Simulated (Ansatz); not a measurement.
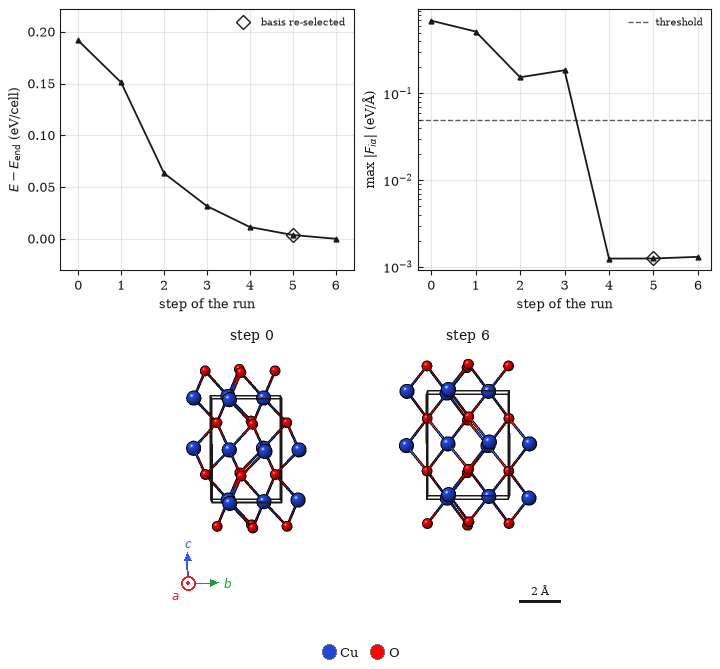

First and last geometry of a relaxation of crystalline CuO (set up in Cc) (coarse preliminary run), with the history of the run. The picture is a ball-and-stick view of the conventional cell (2 times the calculation's cell), seen from a free direction. Lengths and directions refer to the drawn axes.

Method: Ansatz, DFT r2SCAN, scalar-relativistic, plane waves, PAW. Set-up: plane-wave cutoff 500 eV; k-point mesh 8 × 8 × 4; occupations gaussian; smearing width 0.1 eV; collinear spin; cell and atoms relaxed; force threshold 0.05 eV/Å; at most 80 steps.

Read the history and describe the run.

The run was cut off at its time limit before the program reported convergence, but its last step already meets the force threshold: the largest component is 0.0013 eV/Å against 0.05 eV/Å. The pressure is within 0.04 GPa of its target. The largest moves relative to the cell, 0.33 Å, are those of O atoms. By element the largest moves are O 0.33 Å, Cu 0.03 Å. Cell: a 4.689 → 4.160 Å (−11.3 %), b 3.427 → 4.004 Å (+16.8 %), c 5.132 → 5.161 Å (+0.6 %), β 99.7° → 90.3°. Volume +5.7 %. Among the contacts that change: Cu–O 2.019 → 1.936 Å, Cu–O 1.977 → 1.936 Å, Cu–O 1.907 → 1.936 Å. Among the angles between lasting bonds that change: Cu–O–Cu 146.0° → 118.2°, Cu–O–Cu 101.7° → 115.0°, Cu–O–Cu 108.5° → 117.3°. Within 0.06 Å the space group is Cc at the start and Cccm at the end; at a tighter tolerance small leftover displacements or strains of the cell lower it. After 5 accepted moves (6 points after the start) the energy has fallen by 0.192 eV per cell of the calculation. The largest force component goes from 0.69 to 0.0013 eV/Å. Pressure: 0.14 GPa at the start and 0.04 GPa at the end. The SCF was repeated once at an unchanged geometry on a basis and grid sized afresh for the cell, which shifted the energy by 7.7 meV per cell of the calculation at most. Cost: 7.1 min on 2 threads of Intel(R) Xeon(R) Processor @ 2.50GHz (Skylake/Cascade Lake) (shared host), peak memory 0.58 GiB.
